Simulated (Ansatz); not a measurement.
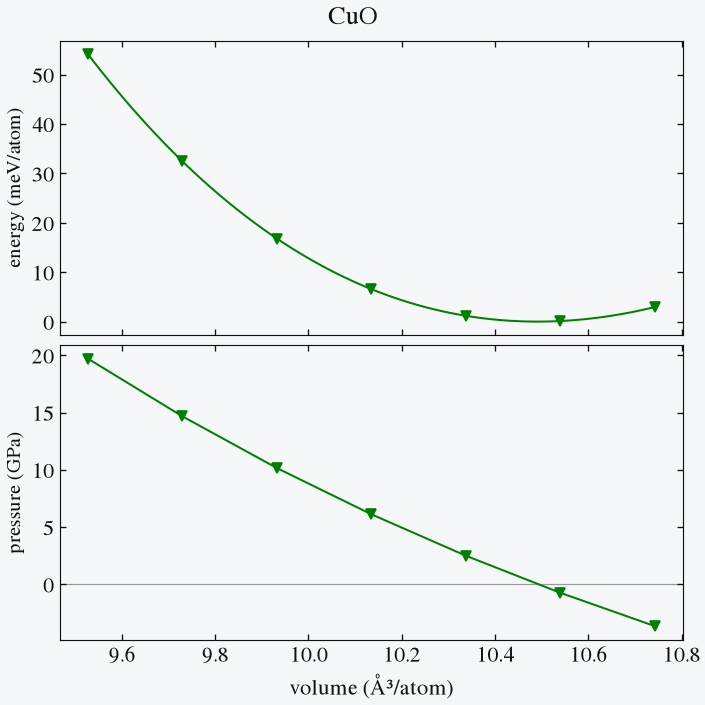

The picture above shows the energy and pressure against volume for CuO, space group C2/c (No. 15).

The given structure:
```
Cu O
1.0
     2.34185   -1.71130    0.00000
     2.34185    1.71130    0.00000
    -0.85003    0.00000    5.05787
Cu O
2 2
Direct
  0.50000 0.00000 0.50000
  0.00000 0.50000 0.00000
  0.41840 0.58160 0.75000
  0.58160 0.41840 0.25000
```

How it was computed, with Ansatz 0.2.0: plane-wave DFT, no spin polarisation; energies at scaled volumes of the given cell, shape and fractions fixed, counted from the fit's minimum, third-order Birch-Murnaghan fit. Level: PBE.

- k mesh: 10×10×5
- occupations: Fermi–Dirac
- smearing width: 0.05 eV
- potentials: SPMS NC
- wave cutoff: 1034 eV
- density cutoff: 4136 eV

What equilibrium volume and bulk modulus follow from the curve?

A third-order Birch–Murnaghan fit gives V0 = 10.49 Å³/atom, B0 = 163 GPa and B′ = 4.7.

Read off the course of the pressure.

It falls from 19.71 GPa at volume 9.53 Å³/atom to −3.66 GPa at 10.74 Å³/atom, and changes sign near 10.49 Å³/atom.

Limits of the calculation: shape and atomic fractions are frozen while scaling, which makes layered, chain and framework solids too stiff.

The computed values:

```
volume (Å³/atom)  energy (meV/atom)  pressure (GPa)
            9.53              54.15           19.71
            9.73              32.46           14.67
            9.93              16.81           10.15
           10.13               6.57            6.11
           10.34               1.18            2.49
           10.54               0.12           -0.75
           10.74               2.94           -3.66
```
